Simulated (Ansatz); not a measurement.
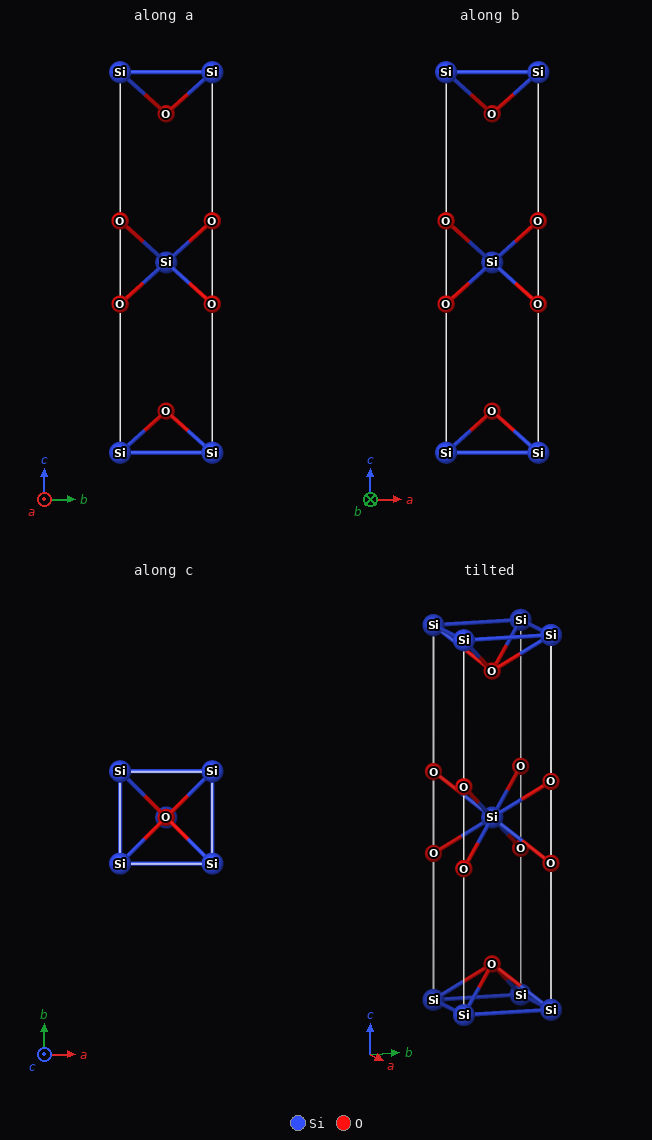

Ball-and-stick drawing of the structure, looking along the a axis, along the b axis, along the c axis and slightly off an axis. The frame is the conventional unit cell; atoms at its boundary are shown with their periodic copies.

Lattice parameters: a = 2.3786 Å, b = 2.3786 Å, c = 9.8094 Å, α = 90.000°, β = 90.000°, γ = 90.000°.

Q: Set out the cell and atoms as a CIF with its space group and independent sites, with free fractional coordinates to two decimals.

A:
```cif
data_structure
_symmetry_space_group_name_H-M 'I 4/m m m'
_symmetry_Int_Tables_number 139
_cell_length_a 2.3786
_cell_length_b 2.3786
_cell_length_c 9.8094
_cell_angle_alpha 90.000
_cell_angle_beta 90.000
_cell_angle_gamma 90.000
_cell_volume 55.50
loop_
_atom_site_label
_atom_site_type_symbol
_atom_site_symmetry_multiplicity
_atom_site_Wyckoff_symbol
_atom_site_fract_x
_atom_site_fract_y
_atom_site_fract_z
_atom_site_occupancy
Si1 Si 2 a 0.00 0.00 0.00 1
O1 O 4 e 0.50 0.50 0.11 1
```

The initial geometry was a textbook structure type filled with these elements (whether it is the usual form wasn't checked). The structure drawn was relaxed with DFT r2SCAN, scalar-relativistic, plane waves, PAW in Ansatz 0.2.0.
